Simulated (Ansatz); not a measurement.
**NiSi₃₁: one change and its effect**

System: NiSi₃₁ (defect cell, 32 atoms in the cell).
Method of run A: DFT PBEsol, scalar-relativistic, plane waves, PAW, spin-polarised (Ansatz 0.2.0).

The structure derives from a Materials Project entry. Text and figures count atoms from 1; the logs count them from 0 in places.

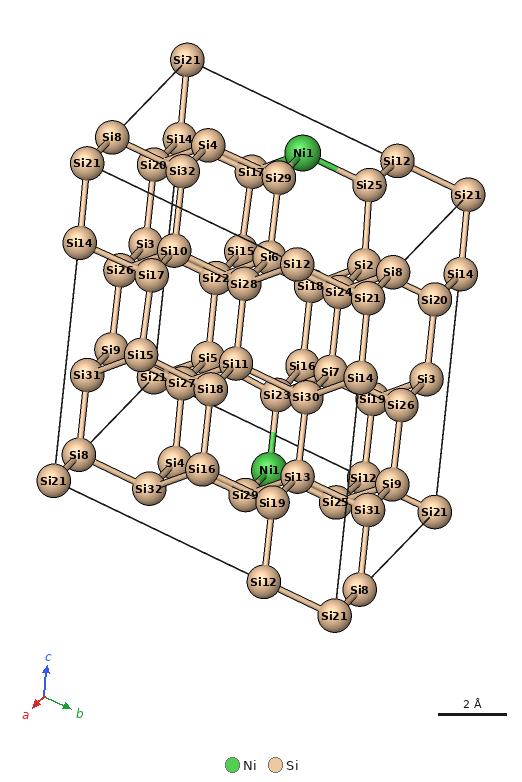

The structure as given in the input (ball-and-stick view of the cell of the calculation, seen slightly off an axis; atoms are numbered from 1 in the order of the input).

## Input, run A
```yaml
crystal:
  lattice:
    - [-5.433834161, 5.433834161, 5.433834161]
    - [5.433834161, -5.433834161, 5.433834161]
    - [5.433834161, 5.433834161, -5.433834161]
  atoms:
    - { symbol: Ni, position: [0.25, 0.5, 0.0], spin: 2.0 }
    - { symbol: Si, position: [0.25, 0.7487164301, 0.7521259123] }
    - { symbol: Si, position: [0.25, 0.0, 0.5] }
    - { symbol: Si, position: [0.4987164301, 0.2521259123, 0.0] }
    - { symbol: Si, position: [0.25, 0.2521259123, 0.2487164301] }
    - { symbol: Si, position: [0.4987164301, 0.5, 0.7521259123] }
    - { symbol: Si, position: [0.4978740877, 0.7478740877, 0.4965905178] }
    - { symbol: Si, position: [0.75, 0.0, 0.0] }
    - { symbol: Si, position: [0.4978740877, -0.0034094822, 0.2478740877] }
    - { symbol: Si, position: [0.7534094822, 0.2512835699, 0.7512835699] }
    - { symbol: Si, position: [0.75, 0.5, 0.5] }
    - { symbol: Si, position: [0.0021259123, 0.7487164301, 0.0] }
    - { symbol: Si, position: [0.7465905178, 0.7478740877, 0.2478740877] }
    - { symbol: Si, position: [0.0012835699, 0.0034094822, 0.7512835699] }
    - { symbol: Si, position: [0.0012835699, 0.2512835699, 0.5034094822] }
    - { symbol: Si, position: [0.0021259123, 0.5, 0.2487164301] }
    - { symbol: Si, position: [0.0122827613, 0.2622827613, 0.7622827613] }
    - { symbol: Si, position: [0.0010123936, 0.5, 0.5002264327] }
    - { symbol: Si, position: [-0.0007859609, 0.7489876064, 0.2489876064] }
    - { symbol: Si, position: [0.25, 0.0002264327, 0.7510123936] }
    - { symbol: Si, position: [0.0010123936, 0.0002264327, 0.0] }
    - { symbol: Si, position: [0.25, 0.2510123936, 0.5002264327] }
    - { symbol: Si, position: [0.25, 0.5, 0.2377172387] }
    - { symbol: Si, position: [0.4989876064, 0.7489876064, 0.7492140391] }
    - { symbol: Si, position: [0.25, 0.7377172387, 0.0] }
    - { symbol: Si, position: [0.5007859609, -0.0002264327, 0.4997735673] }
    - { symbol: Si, position: [0.4989876064, 0.2492140391, 0.2489876064] }
    - { symbol: Si, position: [0.7502264327, 0.5, 0.7510123936] }
    - { symbol: Si, position: [0.4877172387, 0.5, 0.0] }
    - { symbol: Si, position: [0.7497735673, 0.7507859609, 0.4997735673] }
    - { symbol: Si, position: [0.7497735673, -0.0002264327, 0.2507859609] }
    - { symbol: Si, position: [0.7502264327, 0.2510123936, 0.0] }
  host:
    lattice:
      - [0.0, 2.7169170805, 2.7169170805]
      - [2.7169170805, 0.0, 2.7169170805]
      - [2.7169170805, 2.7169170805, 0.0]
    atoms:
      - { symbol: Si, position: [0.25, 0.25, 0.25] }
      - { symbol: Si, position: [0.0, 0.0, 0.0] }
basis:
  ecutwfc: 420
  xc_grid: 2
kpoints:
  mp_grid: { grid: [3, 3, 3], shift: [0.0, 0.0, 0.0] }
hamiltonian:
  xc: pbesol
scf:
  occupations: { method: gaussian, width: 0.02 }
output:
  forces: true
  stress: false
  eigenvalues: true
  populations: true
  charged_corrections:
    defect_position: [0.25, 0.5, 0.0]
    epsilon: [[13.2922, 0.0, 0.0], [0.0, 13.2922, 0.0], [0.0, 0.0, 13.2922]]
  write_density: true
  write_potential: true
  elf: true
  volumetric_format: npy
magnetization:
  spin_polarized: true
relax:
  adjacent_minimum: "off"
  f_tol: 0.025
  max_steps: 45
```

Command:
```bash
ansatz run input.yaml --threads 4 --pin off --max-ram 6144MiB --backend cpu --events-out ev --progress --plain --runs-dir out
```

Hardware: 4 threads of Arm Neoverse V2, 24 GiB of memory available, shared host.

## Output, shortened to warnings, some set-up lines, iterations and results (run A)
```
Basis set: ecut = 420 eV, 12527 PW (Γ), exchange–correlation on 128×128×128 points (8 copies of the dense FFT grid, shifted against one another)
Symmetry: 24 space group operations
k-points: 4 of 27 (time reversal used)
Initial density: superposition of atomic densities (chi_scale 0.1, normalization cell)
[...]
SCF iter   1: F=—  HF=-25070.653496 eV  |F-HF|=—  |Δ(HF+E_count)|=         —  Δρ=2.61e-2 (↑2.61e-2 ↓2.40e-2)  dr2=1.09e1  dr2_m=7.57e-1  M=2.000 μB ∫|m|=2.030 μB  β_m=0.30  …
SCF iter   2: F=—  HF=-25069.436720 eV  |F-HF|=—  |Δ(HF+E_count)|=    1.22e0  Δρ=2.28e-2 (↑1.79e-2 ↓2.28e-2)  dr2=6.74e0  dr2_m=8.31e-1  M=2.000 μB ∫|m|=2.018 μB  β_m=0.65  …
SCF iter   3: F=—  HF=-25071.337197 eV  |F-HF|=—  |Δ(HF+E_count)|=    1.90e0  Δρ=2.89e-2 (↑2.89e-2 ↓1.73e-2)  dr2=8.94e0  dr2_m=2.13e-1  M=2.000 μB ∫|m|=2.014 μB  β_m=0.54  …
SCF iter   4: F=—  HF=-25069.628027 eV  |F-HF|=—  |Δ(HF+E_count)|=    1.71e0  Δρ=1.08e-2 (↑1.95e-3 ↓1.08e-2)  dr2=6.54e-1  dr2_m=1.77e-1  M=1.692 μB ∫|m|=1.705 μB  β_m=0.73  …
SCF iter   5: F=—  HF=-25069.604950 eV  |F-HF|=—  |Δ(HF+E_count)|=   2.31e-2  Δρ=3.33e-3 (↑3.33e-3 ↓1.64e-3)  dr2=1.64e-2  dr2_m=3.49e-2  M=1.555 μB ∫|m|=1.563 μB  β_m=0.76  …
[... 20 lines ...]
relax step   1: F+E_penalty+E_count = -25069.62317337 eV  Δ(F+E_penalty+E_count) = +0.000e0 eV  max|allowed force component| = 1.531e-2 eV/Å  Δτ_max = 0.0000 Å  (24 SCF …
SCF iter   1: F=—  HF=-25069.623173 eV  |F-HF|=—  |Δ(HF+E_count)|=         —  Δρ=8.46e-8 (↑8.46e-8 ↓7.10e-8)  dr2=8.65e-11  dr2_m=1.63e-11  M=0.667 μB ∫|m|=0.670 μB  β_m=0.65 …
SCF iter   2: F=-25069.623173 eV  HF=-25069.623173 eV  |F-HF|=3.27e-11  |Δ(HF+E_count)|=  9.46e-11  Δρ=6.28e-8 (↑4.94e-8 ↓6.28e-8)  dr2=2.73e-11  dr2_m=4.31e-12  M=0.667 μB …
SCF 2 converged in 2 iterations: F = -25069.623173 eV  dr2 = 2.73e-11
relax step   2: F+E_penalty+E_count = -25069.62317338 eV  Δ(F+E_penalty+E_count) = -1.695e-9 eV  max|allowed force component| = 1.532e-2 eV/Å  Δτ_max = 0.0000 Å  (2 SCF …
SCF converged after 2 iterations
Magnetization: 0.6674 μB (71.3337 up, 70.6663 down)
Absolute magnetization: 0.6700 μB (∫|ρ↑−ρ↓|, with the PAW one-centre terms)
Spin contamination: 0.0015 ħ² per cell (⟨S²⟩ above its minimum at these occupations)
Per-site moments (μB) at R_I (Å): [(0.12694147518729418, 0.9228936055133096), (0.004490592823260918, 0.9701305934696197), (0.00454776273016328, 0.974216932134809), (0.004490592823260927, 0.9701305934696202), (0.004490592823260952, 0.9701305934696203), (0.004490592823260953, 0.9701305934696199), …
Free energy (F): -25069.623173 eV
Harris-Foulkes:  -25069.623173 eV  (|F-HF|=3.27e-11)
Internal energy: -25069.619274 eV  (E = F + TS)
E sigma→0 (E₀):  -25069.621224 eV
Entropy (-TS):   -0.003899 eV (-0.122 meV/atom)
Fermi energy:    6.193330 eV
--- Per-component energies (eV) ---
  E_band       = -358.792328
  E_kinetic    = 1524.507852
  E_local      = -7538.526235  (includes V_loc(G=0)·N_el)
  E_nonlocal   = 1442.208085
  E_hartree    = 3184.465852
  E_xc         = -1775.614540
  E_vxc        = -1555.815053  (∫ρ·V_xc dr)
  E_paw        = -17061.275894  (= ΣΔE_a)
  E_vpaw       = -600.099740  (= ΣTr[D̂ρ^β])
  E_aug_tail   = 0.000671  (compensation charges beyond the density's cutoff)
  E_ewald      = -4846.560736
  E_core_change = 1.175669  (= ΣΔE_core)
  E_smearing   = -0.003899  (= −TS)
  E_closure    = -0.000000  (closes the sum)
  Σ components = -25069.623173   (vs F -25069.623173, Δ=0.00e0)
--- Forces (eV/Å), atoms counted from 1 ---
  atom   1  Ni    -0.00000000    -0.00000000     0.00000000
[...]
```

For run B the input was changed thus:
```diff
+total_charge: 1
```

How does run B compare with run A?

The total energies belong to different systems, so their difference says nothing on which is more stable or more accurate. The net moment of the cell goes from 0.67 to 0.33 μB. A charged cell is computed with a uniform neutralising background, so its energy and pressure depend on the cell and aren't those of a real crystal. The SCF takes 29 iterations over all geometry steps against 26.

## Output, shortened to warnings, some set-up lines, iterations and results (run B)
```
Basis set: ecut = 420 eV, 12527 PW (Γ), exchange–correlation on 128×128×128 points (8 copies of the dense FFT grid, shifted against one another)
Symmetry: 24 space group operations
k-points: 4 of 27 (time reversal used)
Initial density: superposition of atomic densities (chi_scale 0.1, normalization cell)
[...]
SCF iter   1: F=—  HF=-25075.707567 eV  |F-HF|=—  |Δ(HF+E_count)|=         —  Δρ=3.73e-2 (↑2.15e-2 ↓3.73e-2)  dr2=1.77e1  dr2_m=1.65e0  M=1.889 μB ∫|m|=1.908 μB  β_m=0.30  …
SCF iter   2: F=—  HF=-25076.355827 eV  |F-HF|=—  |Δ(HF+E_count)|=   6.48e-1  Δρ=2.26e-2 (↑2.26e-2 ↓1.94e-2)  dr2=6.48e0  dr2_m=9.13e-1  M=1.157 μB ∫|m|=1.348 μB  β_m=0.45  …
SCF iter   3: F=—  HF=-25075.412424 eV  |F-HF|=—  |Δ(HF+E_count)|=   9.43e-1  Δρ=2.69e-2 (↑9.00e-3 ↓2.69e-2)  dr2=6.51e0  dr2_m=8.69e-1  M=1.541 μB ∫|m|=1.550 μB  β_m=0.48  …
SCF iter   4: F=—  HF=-25075.653409 eV  |F-HF|=—  |Δ(HF+E_count)|=   2.41e-1  Δρ=8.51e-3 (↑8.51e-3 ↓4.04e-3)  dr2=1.22e-1  dr2_m=2.12e-1  M=0.705 μB ∫|m|=0.796 μB  β_m=0.74  …
SCF iter   5: F=—  HF=-25075.753999 eV  |F-HF|=—  |Δ(HF+E_count)|=         —  Δρ=7.93e-3 (↑3.34e-3 ↓7.93e-3)  dr2=1.10e-1  dr2_m=1.82e-1  M=0.333 μB ∫|m|=0.387 μB  β_m=0.74  …
[... 25 lines ...]
SCF iter   7: F=—  HF=-25075.763843 eV  |F-HF|=—  |Δ(HF+E_count)|=   6.56e-7  Δρ=1.45e-6 (↑4.31e-7 ↓1.45e-6)  dr2=2.66e-8  dr2_m=3.07e-9  M=0.332 μB ∫|m|=0.340 μB  β_m=0.89  …
SCF iter   8: F=-25075.763843 eV  HF=-25075.763843 eV  |F-HF|=4.12e-8  |Δ(HF+E_count)|=   3.93e-8  Δρ=1.71e-6 (↑1.20e-6 ↓1.71e-6)  dr2=4.74e-8  dr2_m=3.88e-10  M=0.332 μB …
SCF iter   9: F=-25075.763843 eV  HF=-25075.763843 eV  |F-HF|=1.29e-8  |Δ(HF+E_count)|=   1.51e-9  Δρ=8.08e-7 (↑6.84e-7 ↓8.08e-7)  dr2=1.41e-8  dr2_m=2.31e-11  M=0.332 μB …
SCF 3 converged in 9 iterations: F = -25075.763843 eV  dr2 = 1.41e-8
relax step   3: F+E_penalty+E_count = -25075.76384324 eV  Δ(F+E_penalty+E_count) = -4.905e-3 eV  max|allowed force component| = 8.930e-3 eV/Å  Δτ_max = 0.0151 Å  (9 SCF …
SCF converged after 9 iterations
Magnetization: 0.3315 μB (70.6658 up, 70.3342 down)
Absolute magnetization: 0.3402 μB (∫|ρ↑−ρ↓|, with the PAW one-centre terms)
Spin contamination: 0.0007 ħ² per cell (⟨S²⟩ above its minimum at these occupations)
Per-site moments (μB) at R_I (Å): [(0.0830410533909084, 0.9349847703939856), (0.0017554769266316574, 0.9669996916225445), (0.0018412085835681391, 0.9741027607369334), (0.001755476926631615, 0.966999691622544), (0.0017554769266316655, 0.966999691622544), (0.001755476926631624, 0.966999691622544), …
Free energy (F): -25075.763843 eV
Harris-Foulkes:  -25075.763843 eV  (|F-HF|=1.29e-8)
Internal energy: -25075.761797 eV  (E = F + TS)
E sigma→0 (E₀):  -25075.762820 eV
Entropy (-TS):   -0.002046 eV (-0.064 meV/atom)
Fermi energy:    6.043263 eV
--- Per-component energies (eV) ---
  E_band       = -367.293866
  E_kinetic    = 1511.681418
  E_local      = -7492.799532  (includes V_loc(G=0)·N_el)
  E_nonlocal   = 1439.492813
  E_hartree    = 3158.962858
  E_xc         = -1765.443907
  E_vxc        = -1542.666591  (∫ρ·V_xc dr)
  E_paw        = -17061.310060  (= ΣΔE_a)
  E_vpaw       = -600.915698  (= ΣTr[D̂ρ^β])
  E_aug_tail   = 0.000682  (compensation charges beyond the density's cutoff)
  E_ewald      = -4867.521739
  E_core_change = 1.175669  (= ΣΔE_core)
  E_smearing   = -0.002046  (= −TS)
  E_closure    = -0.000000  (closes the sum)
  E_deformation_potential = 12.622269  (in the stress; not in F)
  Σ components = -25075.763843   (vs F -25075.763843, Δ=0.00e0)
--- Forces (eV/Å), atoms counted from 1 ---
[...]
```

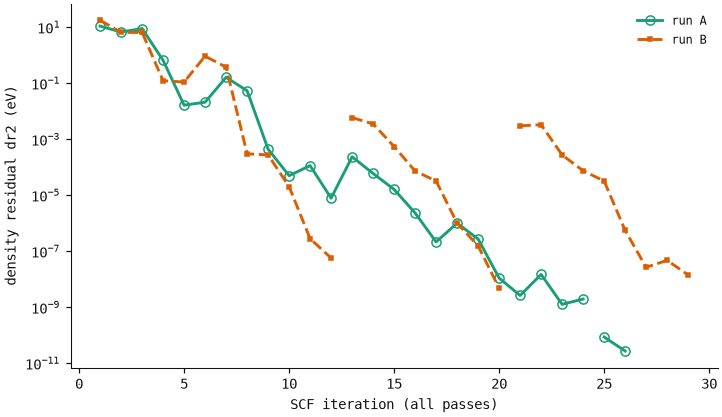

Convergence of the two runs: density residual dr2 against the SCF iteration. A break in a curve parts two SCF passes. Run A takes 26 iterations in all, and run B takes 29.

## The two runs side by side

| quantity | run A | run B |
| --- | --- | --- |
| outcome | converged | converged |
| free energy per atom (eV) | −783.4257 | −783.6176 |
| gap on the mesh (eV) | 0.00 | 0.00 |
| net moment of the cell (μB) | 0.67 | 0.33 |
| absolute moment of the cell (μB) | 0.67 | 0.34 |
| largest force (eV/Å) | 0.027 | 0.015 |
| SCF iterations | 26 | 29 |
| irreducible k-points | 4 | 4 |
| wall time (shared host) | 80 s | 99 s |
